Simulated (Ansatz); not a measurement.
# Nudged elastic band, with input and output: C₁₆HSi₁₆ (charge +1) (part 3 of 3)

Continued. System: C₁₆HSi₁₆ (defect cell, 33 atoms in the cell, total charge +1). Method: DFT PBE, scalar-relativistic, plane waves, PAW, no spin polarisation (Ansatz 0.2.0); cutoff 420 eV, 2×2×2 k-mesh, Gaussian smearing of 0.02 eV. The structure derives from a Materials Project entry. It belongs to a series of runs on one base structure; here: climbing-image band for the jump of H by 1.03 A.

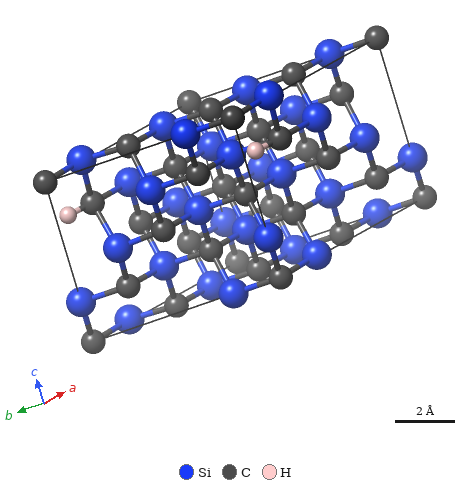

Fig. 1: The structure as given in the input (ball-and-stick view of the cell of the calculation, seen at an oblique angle).

**The last band as extended XYZ, continued**
```
33
Lattice="-4.3797 -4.3797 4.3797 4.3797 -4.3797 -4.3797 4.3797 4.3797 4.3797" Properties=species:S:1:pos:R:3:forces:R:3 image=1 energy=-14218.88345
Si    3.2807   -3.2735   -1.0875    0.0070   0.0030   0.0051
Si    5.4161   -1.0402   -1.1213   -0.0498   0.0230  -0.0228
Si    1.0923   -3.2687    1.0925    0.0197  -0.0063  -0.0140
Si    3.2840   -1.1053    1.0802    0.0074  -0.0026  -0.0153
Si    5.4751    1.1018    1.0950    0.0498  -0.0019  -0.0499
Si    3.2883   -3.2727    3.2817    0.0217  -0.0042  -0.0219
Si    1.1101   -5.4850   -1.0935    0.0154  -0.0025  -0.0078
Si    1.0978    1.1111    1.0980    0.0139  -0.0067  -0.0198
Si   -1.1018   -3.2735    3.2895   -0.0055   0.0031  -0.0076
Si    1.0873   -1.1064    3.2919    0.0313   0.0015  -0.0064
Si    3.3432    0.9388    3.2263    0.1209   0.0545  -0.1183
Si    1.1009   -1.0816   -1.0886   -0.0103  -0.0466  -0.0312
Si   -1.1014   -5.4861    1.1031    0.0057   0.0016  -0.0313
Si   -1.1007   -1.0815    5.4693    0.0311  -0.0463   0.0095
Si    1.1019    1.0781    5.4685    0.0084  -0.0282  -0.0097
Si   -1.0682   -1.0399    1.1544    0.0218   0.0219   0.0493
C     2.1845   -2.1833   -0.0043    0.0126  -0.0009   0.0007
C     4.3653    0.0152    0.0087   -0.0062   0.0110  -0.0176
C    -0.0074   -2.1869    2.1943    0.0229  -0.0087  -0.0016
C     2.1733   -0.0256    2.1791    0.0172   0.0194   0.0012
C     4.3669    2.1864    2.2032    0.0805  -0.0564  -0.0809
C     2.1888   -2.1868    4.3813    0.0367  -0.0077  -0.0370
C     0.0110   -4.4051    0.0169   -0.0014   0.0187  -0.0175
C    -0.0040   -6.5666    2.1977    0.0024  -0.0089  -0.0229
C    -2.1851   -2.1833    4.3856   -0.0009  -0.0009  -0.0124
C     0.0100    0.0123    4.3757    0.0113  -0.0108  -0.0066
C     2.2357    2.2609    4.3341   -0.1242   0.0300   0.1285
C     0.0031    0.0171    0.0068   -0.0001  -0.0309  -0.0199
C    -2.1852   -4.3676    2.1805    0.0071  -0.0107  -0.0112
C     2.1835   -4.3625    2.1872    0.0201  -0.0312   0.0001
C     4.4034   -2.1832    2.1668    0.0219  -0.0041  -0.0219
C     2.1816   -4.3644   -2.1748    0.0172   0.0116   0.0068
H     3.0145    2.6031    3.5588   -0.4057   0.1175   0.4043
33
Lattice="-4.3797 -4.3797 4.3797 4.3797 -4.3797 -4.3797 4.3797 4.3797 4.3797" Properties=species:S:1:pos:R:3:forces:R:3 image=2 energy=-14218.62448
Si    3.2815   -3.2736   -1.0913   -0.0029   0.0028  -0.0008
Si    5.4364   -1.0476   -1.1180   -0.0809   0.0728  -0.0622
Si    1.0905   -3.2657    1.0927    0.0172  -0.0012  -0.0184
Si    3.2850   -1.1064    1.0805    0.0014   0.0030  -0.0272
Si    5.4646    1.1024    1.1056    0.0367   0.0488  -0.0370
Si    3.2845   -3.2702    3.2855    0.0199   0.0001  -0.0200
Si    1.1098   -5.4860   -1.0945    0.0275   0.0030  -0.0021
Si    1.0976    1.1141    1.0998    0.0186  -0.0016  -0.0170
Si   -1.0980   -3.2737    3.2887    0.0003   0.0027   0.0023
Si    1.0815   -1.1075    3.2912    0.0323  -0.0062  -0.0041
Si    3.3156    0.9212    3.2540    0.2649   0.0285  -0.2613
Si    1.1082   -1.0684   -1.0815   -0.0667  -0.0892  -0.0664
Si   -1.1007   -5.4872    1.1088    0.0033  -0.0062  -0.0320
Si   -1.1078   -1.0684    5.4621    0.0663  -0.0887   0.0659
Si    1.1057    1.0877    5.4646    0.0069  -0.0682  -0.0074
Si   -1.0713   -1.0475    1.1340    0.0617   0.0721   0.0803
C     2.1851   -2.1830   -0.0062    0.0064   0.0046  -0.0054
C     4.3700    0.0130    0.0108    0.0046  -0.0090  -0.0245
C    -0.0103   -2.1847    2.1910    0.0126  -0.0086  -0.0022
C     2.1702   -0.0303    2.1766    0.0039   0.0048   0.0038
C     4.3442    2.2049    2.2260    0.2174  -0.1877  -0.2176
C     2.1798   -2.1846    4.3904    0.0620  -0.0105  -0.0620
C     0.0135   -4.4099    0.0200   -0.0041   0.0041  -0.0043
C    -0.0006   -6.5644    2.2007    0.0027  -0.0087  -0.0127
C    -2.1831   -2.1830    4.3851    0.0053   0.0046  -0.0061
C     0.0099    0.0154    4.3747    0.0237   0.0117  -0.0120
C     2.2665    2.2530    4.3036    0.1504   0.1782  -0.1480
C     0.0056    0.0251    0.0087    0.0093  -0.0114  -0.0186
C    -2.1842   -4.3644    2.1806    0.0126   0.0118  -0.0237
C     2.1817   -4.3546    2.1847    0.0191  -0.0117  -0.0090
C     4.3996   -2.1823    2.1706    0.0594   0.0069  -0.0593
C     2.1797   -4.3667   -2.1795    0.0242  -0.0085  -0.0040
H     3.1479    2.5682    3.4244   -1.0160   0.0571   1.0129
33
Lattice="-4.3797 -4.3797 4.3797 4.3797 -4.3797 -4.3797 4.3797 4.3797 4.3797" Properties=species:S:1:pos:R:3:forces:R:3 image=3 energy=-14218.41906
Si    3.2851   -3.2737   -1.0946   -0.0003   0.0026  -0.0002
Si    5.4504   -1.0575   -1.1133    0.0006  -0.0040   0.0001
Si    1.0916   -3.2652    1.0916    0.0002   0.0031   0.0002
Si    3.2882   -1.1070    1.0806    0.0003  -0.0032  -0.0003
Si    5.4628    1.0963    1.1075    0.0004   0.0024  -0.0007
Si    3.2850   -3.2699    3.2850    0.0000   0.0033   0.0000
Si    1.1098   -5.4867   -1.0977    0.0007  -0.0033  -0.0010
Si    1.0987    1.1145    1.0987    0.0001   0.0027   0.0001
Si   -1.0946   -3.2737    3.2851   -0.0002   0.0026  -0.0003
Si    1.0806   -1.1070    3.2882   -0.0003  -0.0032   0.0003
Si    3.2849    0.9179    3.2849    0.0017   0.0004   0.0017
Si    1.1199   -1.0574   -1.0760   -0.0012  -0.0044  -0.0003
Si   -1.0977   -5.4867    1.1098   -0.0010  -0.0033   0.0007
Si   -1.1133   -1.0575    5.4504    0.0001  -0.0040   0.0006
Si    1.1075    1.0963    5.4628   -0.0007   0.0024   0.0004
Si   -1.0760   -1.0574    1.1199   -0.0003  -0.0044  -0.0012
C     2.1879   -2.1837   -0.0085    0.0003  -0.0002   0.0005
C     4.3727    0.0143    0.0105   -0.0006   0.0009   0.0003
C    -0.0085   -2.1837    2.1879    0.0005  -0.0002   0.0003
C     2.1728   -0.0309    2.1728   -0.0003   0.0011  -0.0003
C     4.3190    2.2299    2.2511    0.0016   0.0008  -0.0008
C     2.1748   -2.1832    4.3954   -0.0002   0.0006   0.0003
C     0.0174   -4.4104    0.0174    0.0000   0.0003   0.0000
C     0.0026   -6.5633    2.1989    0.0001  -0.0003  -0.0005
C    -2.1808   -2.1836    4.3823   -0.0005  -0.0003   0.0001
C     0.0105    0.0143    4.3727    0.0003   0.0009  -0.0006
C     2.2511    2.2299    4.3190   -0.0008   0.0008   0.0016
C     0.0075    0.0263    0.0075   -0.0002  -0.0005  -0.0002
C    -2.1822   -4.3654    2.1800    0.0011   0.0012  -0.0004
C     2.1828   -4.3534    2.1828    0.0006  -0.0008   0.0006
C     4.3954   -2.1832    2.1748    0.0003   0.0006  -0.0002
C     2.1800   -4.3654   -2.1822   -0.0004   0.0012   0.0011
H     3.2861    2.5611    3.2861   -0.0016   0.0039  -0.0016
33
Lattice="-4.3797 -4.3797 4.3797 4.3797 -4.3797 -4.3797 4.3797 4.3797 4.3797" Properties=species:S:1:pos:R:3:forces:R:3 image=4 energy=-14218.62448
Si    3.2887   -3.2737   -1.0980    0.0023   0.0027   0.0003
Si    5.4621   -1.0684   -1.1078    0.0659  -0.0887   0.0663
Si    1.0927   -3.2657    1.0905   -0.0184  -0.0012   0.0172
Si    3.2912   -1.1075    1.0815   -0.0041  -0.0062   0.0323
Si    5.4646    1.0877    1.1057   -0.0074  -0.0682   0.0069
Si    3.2855   -3.2702    3.2845   -0.0200   0.0001   0.0199
Si    1.1088   -5.4872   -1.1007   -0.0320  -0.0062   0.0033
Si    1.0998    1.1141    1.0976   -0.0170  -0.0016   0.0186
Si   -1.0913   -3.2736    3.2815   -0.0008   0.0028  -0.0029
Si    1.0805   -1.1064    3.2850   -0.0272   0.0030   0.0014
Si    3.2540    0.9212    3.3156   -0.2613   0.0285   0.2649
Si    1.1340   -1.0475   -1.0713    0.0803   0.0721   0.0617
Si   -1.0945   -5.4860    1.1098   -0.0021   0.0030   0.0275
Si   -1.1180   -1.0476    5.4364   -0.0622   0.0728  -0.0809
Si    1.1056    1.1024    5.4646   -0.0370   0.0488   0.0367
Si   -1.0815   -1.0684    1.1082   -0.0664  -0.0892  -0.0667
C     2.1910   -2.1847   -0.0103   -0.0022  -0.0086   0.0126
C     4.3747    0.0154    0.0099   -0.0120   0.0117   0.0237
C    -0.0062   -2.1830    2.1851   -0.0054   0.0046   0.0064
C     2.1766   -0.0303    2.1702    0.0038   0.0048   0.0039
C     4.3036    2.2530    2.2665   -0.1480   0.1782   0.1504
C     2.1706   -2.1823    4.3996   -0.0593   0.0069   0.0594
C     0.0200   -4.4099    0.0135   -0.0043   0.0041  -0.0041
C     0.0053   -6.5627    2.1966   -0.0061   0.0046   0.0053
C    -2.1790   -2.1847    4.3791   -0.0127  -0.0087   0.0027
C     0.0108    0.0130    4.3700   -0.0245  -0.0090   0.0046
C     2.2260    2.2049    4.3442   -0.2176  -0.1877   0.2174
C     0.0087    0.0251    0.0056   -0.0186  -0.0114   0.0093
C    -2.1795   -4.3667    2.1797   -0.0040  -0.0085   0.0242
C     2.1847   -4.3546    2.1817   -0.0090  -0.0117   0.0191
C     4.3904   -2.1846    2.1798   -0.0620  -0.0105   0.0620
C     2.1806   -4.3644   -2.1842   -0.0237   0.0118   0.0126
H     3.4244    2.5682    3.1479    1.0129   0.0571  -1.0160
33
Lattice="-4.3797 -4.3797 4.3797 4.3797 -4.3797 -4.3797 4.3797 4.3797 4.3797" Properties=species:S:1:pos:R:3:forces:R:3 image=5 energy=-14218.88345
Si    3.2895   -3.2735   -1.1018   -0.0076   0.0031  -0.0055
Si    5.4693   -1.0815   -1.1007    0.0095  -0.0463   0.0311
Si    1.0925   -3.2687    1.0923   -0.0140  -0.0063   0.0197
Si    3.2919   -1.1064    1.0873   -0.0064   0.0015   0.0313
Si    5.4685    1.0781    1.1019   -0.0097  -0.0282   0.0084
Si    3.2817   -3.2727    3.2883   -0.0219  -0.0042   0.0217
Si    1.1031   -5.4861   -1.1014   -0.0313   0.0016   0.0057
Si    1.0980    1.1111    1.0978   -0.0198  -0.0067   0.0139
Si   -1.0875   -3.2735    3.2807    0.0051   0.0030   0.0070
Si    1.0802   -1.1053    3.2840   -0.0153  -0.0026   0.0074
Si    3.2263    0.9388    3.3432   -0.1183   0.0545   0.1209
Si    1.1544   -1.0399   -1.0682    0.0493   0.0219   0.0218
Si   -1.0935   -5.4850    1.1101   -0.0078  -0.0025   0.0154
Si   -1.1213   -1.0402    5.4161   -0.0228   0.0230  -0.0498
Si    1.0950    1.1018    5.4751   -0.0499  -0.0019   0.0498
Si   -1.0886   -1.0816    1.1009   -0.0312  -0.0466  -0.0103
C     2.1943   -2.1869   -0.0074   -0.0016  -0.0087   0.0229
C     4.3757    0.0123    0.0100   -0.0066  -0.0108   0.0113
C    -0.0043   -2.1833    2.1845    0.0007  -0.0009   0.0126
C     2.1791   -0.0256    2.1733    0.0012   0.0194   0.0172
C     4.3341    2.2609    2.2357    0.1285   0.0300  -0.1242
C     2.1668   -2.1832    4.4034   -0.0219  -0.0041   0.0219
C     0.0169   -4.4051    0.0110   -0.0175   0.0187  -0.0014
C     0.0059   -6.5630    2.1947   -0.0124  -0.0009  -0.0009
C    -2.1820   -2.1869    4.3757   -0.0229  -0.0089   0.0024
C     0.0087    0.0152    4.3653   -0.0176   0.0110  -0.0062
C     2.2032    2.1864    4.3669   -0.0809  -0.0564   0.0805
C     0.0068    0.0171    0.0031   -0.0199  -0.0309  -0.0001
C    -2.1748   -4.3644    2.1816    0.0068   0.0116   0.0172
C     2.1872   -4.3625    2.1835    0.0001  -0.0312   0.0201
C     4.3813   -2.1868    2.1888   -0.0370  -0.0077   0.0367
C     2.1805   -4.3676   -2.1852   -0.0112  -0.0107   0.0071
H     3.5588    2.6031    3.0145    0.4043   0.1175  -0.4057
33
Lattice="-4.3797 -4.3797 4.3797 4.3797 -4.3797 -4.3797 4.3797 4.3797 4.3797" Properties=species:S:1:pos:R:3:forces:R:3 image=6 energy=-14218.92856
Si    3.2887   -3.2779   -1.1033    0.0000  -0.0001   0.0006
Si    5.4684   -1.0941   -1.0966   -0.0002  -0.0008  -0.0016
Si    1.0910   -3.2781    1.0962   -0.0004   0.0004  -0.0012
Si    3.2909   -1.1052    1.0977   -0.0004  -0.0004  -0.0003
Si    5.4820    1.0714    1.0889   -0.0040   0.0050   0.0048
Si    3.2812   -3.2814    3.2884    0.0010  -0.0007  -0.0010
Si    1.0923   -5.4850   -1.1009    0.0004  -0.0001   0.0004
Si    1.0936    1.1017    1.0989    0.0008   0.0003   0.0002
Si   -1.0862   -3.2774    3.2816   -0.0005  -0.0001  -0.0002
Si    1.0854   -1.1048    3.2826   -0.0015  -0.0004  -0.0005
Si    3.2335    0.9807    3.3350   -0.0008   0.0009   0.0014
Si    1.1773   -1.0475   -1.0622    0.0011  -0.0006   0.0002
Si   -1.0922   -5.4843    1.1043    0.0006  -0.0003   0.0016
Si   -1.1277   -1.0485    5.3944    0.0000  -0.0002  -0.0007
Si    1.0887    1.0964    5.4809   -0.0002  -0.0007   0.0003
Si   -1.0929   -1.0945    1.1016    0.0017  -0.0008   0.0001
C     2.1997   -2.1951    0.0018    0.0005   0.0002   0.0009
C     4.3752    0.0073    0.0115    0.0006   0.0003   0.0009
C    -0.0015   -2.1880    2.1883   -0.0003   0.0007   0.0004
C     2.1817   -0.0187    2.1801   -0.0006  -0.0010  -0.0006
C     4.3557    2.2407    2.2128    0.0027  -0.0007  -0.0034
C     2.1720   -2.1884    4.3980   -0.0009  -0.0002   0.0010
C     0.0096   -4.3979    0.0075    0.0000  -0.0011   0.0003
C     0.0017   -6.5676    2.1916   -0.0002   0.0007   0.0003
C    -2.1918   -2.1950    4.3701   -0.0014  -0.0004  -0.0006
C     0.0071    0.0113    4.3630   -0.0004  -0.0004  -0.0016
C     2.1933    2.1812    4.3763   -0.0003  -0.0009   0.0001
C     0.0062    0.0004   -0.0003    0.0014   0.0005   0.0001
C    -2.1724   -4.3680    2.1825    0.0014  -0.0003   0.0004
C     2.1899   -4.3791    2.1840   -0.0004   0.0006  -0.0011
C     4.3757   -2.1926    2.1939    0.0001  -0.0008   0.0001
C     2.1793   -4.3730   -2.1850   -0.0008   0.0004  -0.0009
H     3.6553    2.7460    2.9284    0.0010   0.0010  -0.0004
```

**Results in brief**

| quantity | value |
| --- | --- |
| outcome | converged |
| barrier, forward | 0.509 eV |
| barrier, backward | 0.509 eV |
| electrons treated | 128 |
| wall time | 3.2 min (CPU time 8.3 min) |
| peak memory | 1.7 GiB |

**Remarks**

The order of the saddle point was not checked.
